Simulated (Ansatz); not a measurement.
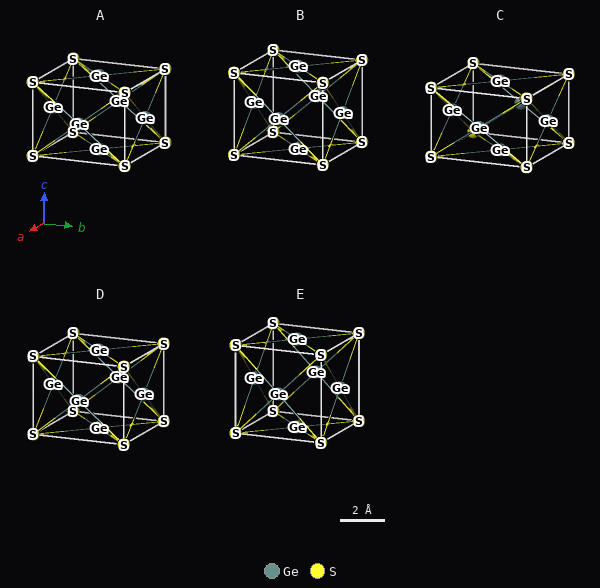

5 geometries from one relaxation of a crystal of Ge3S (a generated structure, set up in P4/mmm), in shuffled order. The picture is a ball-and-stick view of the cell of the calculation, seen slightly off an axis.

The calculation used Ansatz, DFT PBE, scalar-relativistic, plane waves, PAW. (plane-wave cutoff 420 eV; k-point mesh 12 × 12 × 12; occupations gaussian; smearing width 0.1 eV; no spin polarisation; cell and atoms relaxed; force threshold 0.01 eV/Å; at most 80 steps)

Q: Order the frames from highest to lowest energy.

A: E, B, D, A, C. They are steps 0, 2, 3, 4, 10, at +111 meV per atom, +84.5 meV per atom, +52.9 meV per atom, +18.5 meV per atom relative to the last. No atom moves by more than 0.005 Å relative to the cell. The volume changes by −2.7 %, with a = b 4.298 → 4.790 Å (+11.5 %), c 4.172 → 3.270 Å (−21.6 %). Near-neighbour distances that change, for instance: Ge–S 3.039 → 3.387 Å, Ge–S 2.995 → 2.900 Å. The space group stays P4/mmm (No. 123). After 7 accepted moves (10 points after the start) the energy has fallen by 111 meV per atom. All forces vanish by symmetry, so only the cell relaxes. The pressure goes from 0.14 to 0.00 GPa. The line search rejected the trial step at point 6 of the run. The SCF was repeated twice at an unchanged geometry on a basis and grid sized afresh for the cell, which shifted the energy by 2.5 meV per atom at most. Cost: 8.6 min on 1 thread of Intel(R) Xeon(R) Processor @ 2.50GHz (Skylake/Cascade Lake) (shared host), peak memory 0.62 GiB.
